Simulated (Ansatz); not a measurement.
HW4S8 (cell with a defect)

```
CELL_PARAMETERS angstrom
3.18775 -5.52134 0.00000
-3.18775 -5.52134 0.00000
0.00000 -3.68089 -7.47445
ATOMIC_POSITIONS crystal
W 0.49065 0.49065 0.99609
W 0.99365 0.48998 0.98852
W 0.49004 0.99360 0.98853
W 0.99089 0.99083 0.99156
S 0.89541 0.89535 0.77939
S 0.39348 0.89210 0.78149
S 0.89211 0.39345 0.78151
S 0.38752 0.38742 0.76578
S 0.75440 0.75433 0.19989
S 0.25545 0.75574 0.20262
S 0.75578 0.25539 0.20261
S 0.25480 0.25475 0.20008
H 0.34205 0.34189 0.62832
```

The SCF solution may not be the lowest one; spin-polarised.

These are results of Ansatz 0.2.0, DFT PBE, scalar-relativistic, plane waves, PAW, not measurements.

In a PAW calculation such maps are meaningful between the atoms, not at the nuclei.

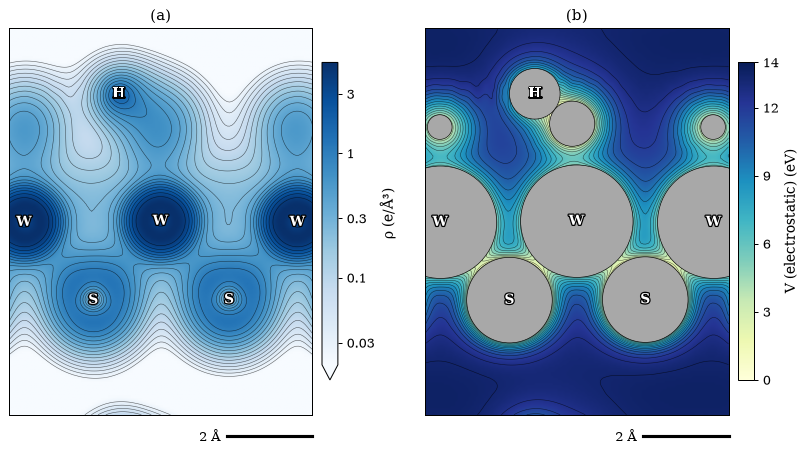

Figure 1. (a) valence charge density (pseudo); (b) electrostatic potential energy of an electron on the (011) plane of the calculation cell. Grey discs cover the atomic cores in the potential map.

What do the fields say about this system?

Atoms in the plane: W, S and H. Atoms just off the plane (S, 0.8 Å away) can leave unmarked features too. W–S (2.42 Å): the density is about 0.61 e/Å³ at the midpoint. Between the atoms the lowest density in this plane is 0.005 e/Å³. Outside the cores the potential energy rises away from the atoms and is highest about 2.2 Å from the nearest atoms; its zero is arbitrary.

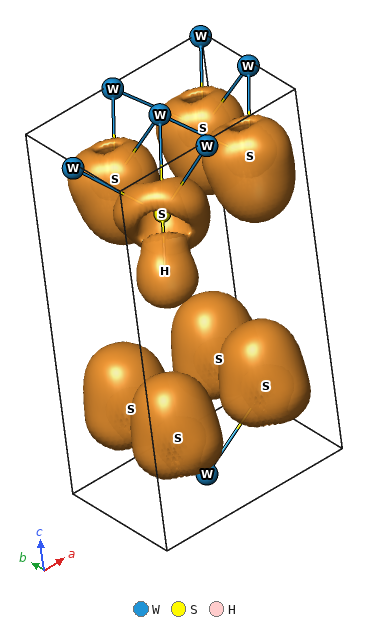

Figure 2. Isosurface of the ELF at 0.75 (orange), seen slightly off an axis. Only the valence region is drawn (cores and ρ < 0.01 e/Å³ removed). Sticks mark near contacts.

Describe the localisation domains.

The ELF exceeds this value in seven regions wrapped around S (the valence shell of each) and one joined region spread over several atoms (H, S), in which their bonds and any lone pairs are merged, counted in one cell of 13 atoms. Regions shared between cells count once. Along the contacts the grid gives the following. S–H (1.44 Å): the ELF climbs to about 1 towards the hydrogen, as it does in any bond to H: a covalent bond by its length. W–S (2.40 Å): the ELF peaks at about 0.85 in the valence shell of S, 0.8 Å from its nucleus, and is about 0.50 at the midpoint.
